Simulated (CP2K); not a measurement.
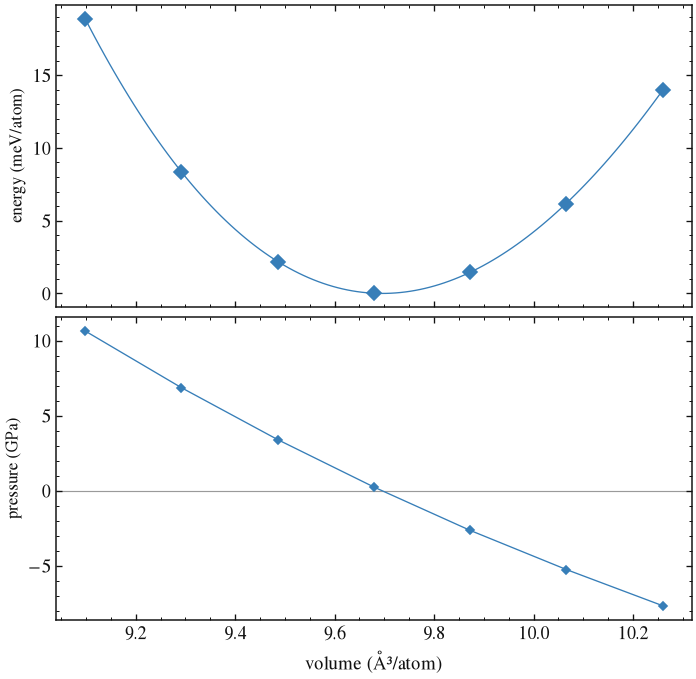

The picture above shows the energy and pressure against volume for MgB₂, space group P6/mmm (No. 191).

The given structure:
```
CELL_PARAMETERS angstrom
3.08500 0.00000 0.00000
-1.54250 2.67169 0.00000
0.00000 0.00000 3.52300
ATOMIC_POSITIONS crystal
Mg 0.00000 0.00000 0.00000
B 0.66667 0.33333 0.50000
B 0.33333 0.66667 0.50000
```

Computed with CP2K 2026.2: DFT in Gaussian orbitals with a plane-wave density, no spin polarisation; energies at scaled volumes of the given cell, shape and fractions fixed, counted from the fit's minimum, third-order Birch-Murnaghan fit. Level: PBE.

- k mesh: 10×10×8
- occupations: Fermi–Dirac
- smearing width: 0.05 eV
- potentials: GTH PBE with UZH TZVP basis
- density cutoff: 19050 eV
- program settings: ngrids 5, basis sets Mg TZVP-MOLOPT-PBE-GTH-q10, basis sets B TZVP-MOLOPT-PBE-GTH-q3, cutoff ry 1400 Ry, rel cutoff ry 60 Ry

### How stiff is the solid, and where is its volume at rest?

A third-order Birch–Murnaghan fit gives V0 = 9.70 Å³/atom, B0 = 149 GPa and B′ = 3.6.

### What does the pressure do across the range?

It falls from 10.64 GPa at volume 9.10 Å³/atom to −7.67 GPa at 10.26 Å³/atom, and changes sign near 9.70 Å³/atom.

Keep in mind: shape and atomic fractions are frozen while scaling, which makes layered, chain and framework solids too stiff.
